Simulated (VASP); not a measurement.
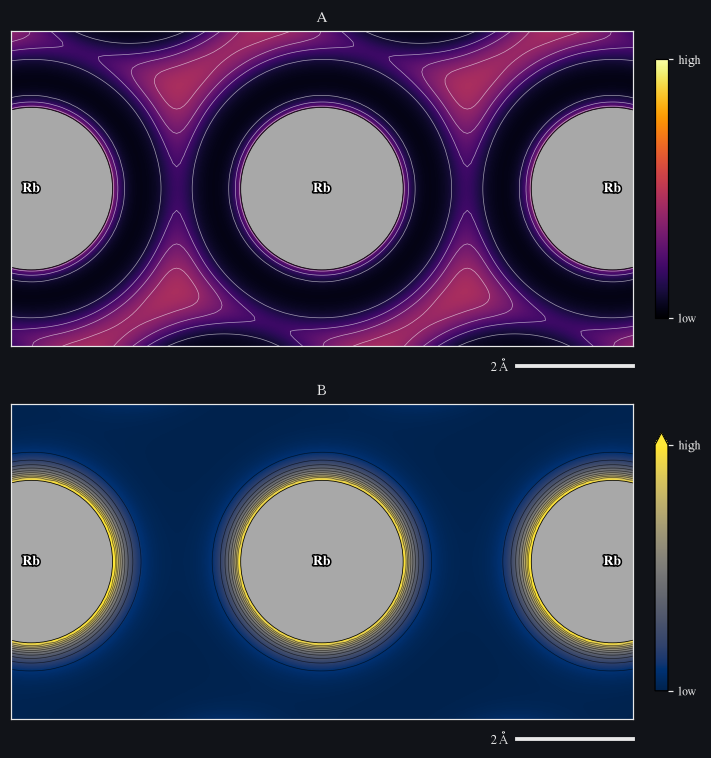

Rb: 2 fields on the (11̄0) plane of the conventional cell, with unlabelled colour scales. Grey discs cover the atomic cores.

Space group P-1; a structure from a database of computed crystals, not necessarily the ambient phase; changed on purpose from its base cell (cell strained at random at fixed volume).

The calculation used Kohn-Sham DFT of a periodic cell, PBE, VASP PAW PBE potentials, recommended in VASP.

```yaml
crystal:
  lattice:
    - [-2.90185, 2.86931, 2.77651]
    - [2.90989, 2.90126, -2.80238]
    - [-2.96258, -2.87734, -2.83352]
  atoms:
    - { symbol: Rb, position: [0.50000, 0.50000, 0.50000] }
```

Question: Which field does each panel show? The fields are: electron localisation function and valence pseudo-density.

Answer: Panel A: electron localisation function. Panel B: valence pseudo-density. From the grid: Rb–Rb (5.01 Å): the density is about 0.01 e/Å³ at the midpoint; the ELF is about 0.20 at the midpoint; no shared electron pair shows on this line.
